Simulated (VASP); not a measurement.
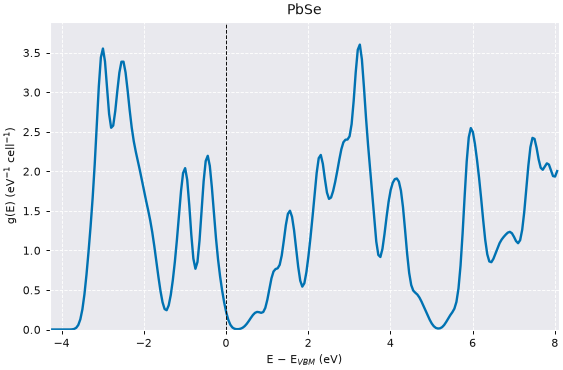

Write a caption that states what the plot shows.

Density of states of PbSe, space group Imm2 (No. 44), 2 atoms in the cell, zincblende type, shear (xy) strain +1.9%. Computed with VASP: DFT, PBE, plane waves, PAW, 6×6×6 k mesh, 520 eV cutoff, Fermi-Dirac smearing of 0.02 eV. Energies are counted from the top of the valence band. The curve is built from the levels of the k mesh with Gaussians 0.3 eV wide, which also blur the band edges.

There is a gap; over the k points computed it is 0.62 eV (indirect; the smallest direct gap is 1.15 eV). The upper group of valence states starts about 3.3 eV under the valence-band top, with a gap beneath it; it holds about 6 electrons a cell.

Spin-orbit coupling is left out, which matters for Pb.
